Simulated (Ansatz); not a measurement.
System: SiC, space group P6_3mc (No. 186).

Starting cell:
```xyz
12
Lattice="3.0950 0.0000 0.0000 -1.5475 2.6803 0.0000 0.0000 0.0000 15.1700" Properties=species:S:1:pos:R:3 pbc="T T T"
Si    1.5475    0.8934    6.9524
Si    0.0000    1.7869   14.5374
Si    1.5475    0.8934   12.0101
Si    0.0000    1.7869    4.4251
Si    0.0000    0.0000    9.4812
Si    0.0000    0.0000    1.8962
C     1.5475    0.8934    5.0562
C     0.0000    1.7869   12.6412
C     1.5475    0.8934   10.1138
C     0.0000    1.7869    2.5288
C     0.0000    0.0000    7.5850
C     0.0000    0.0000    0.0000
```

Method: plane-wave DFT, no spin polarisation; energies at scaled volumes of the given cell, shape and fractions fixed, counted from the fit's minimum, third-order Birch-Murnaghan fit (Ansatz 0.2.0). Level: PBEsol.

k mesh 10×10×2; occupations Fermi–Dirac; smearing width 0.05 eV; potentials Ansatz PAW; wave cutoff 420 eV; density cutoff 1680 eV.

Describe the result: the energy and pressure against volume. The volume takes the values 9.86, 10.07, 10.28, 10.49, 10.70, 10.91, 11.12 Å³/atom.

A third-order Birch–Murnaghan fit gives V0 = 10.34 Å³/atom, B0 = 222 GPa and B′ = 3.9. The energy is 16.46 meV/atom at volume 9.86 Å³/atom and 36.31 meV/atom at 11.12 Å³/atom; the lowest computed point is at volume 10.28 Å³/atom (0.23 meV/atom). The pressure falls from 11.50 GPa at volume 9.86 Å³/atom to −14.03 GPa at 11.12 Å³/atom, and changes sign near 10.34 Å³/atom.

| volume (Å³/atom) | energy (meV/atom) | pressure (GPa) |
| --- | --- | --- |
| 9.86 | 16.46 | 11.50 |
| 10.07 | 5.00 | 6.12 |
| 10.28 | 0.23 | 1.25 |
| 10.49 | 1.50 | −3.15 |
| 10.70 | 8.29 | −7.15 |
| 10.91 | 20.05 | −10.76 |
| 11.12 | 36.31 | −14.03 |

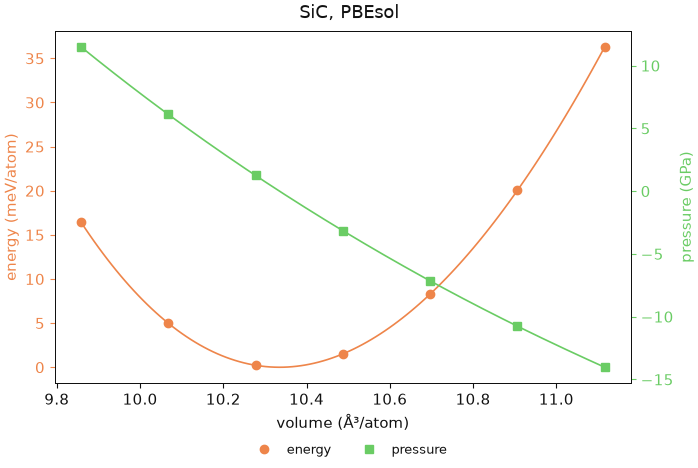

Caveats: shape and atomic fractions are frozen while scaling, which makes layered, chain and framework solids too stiff.
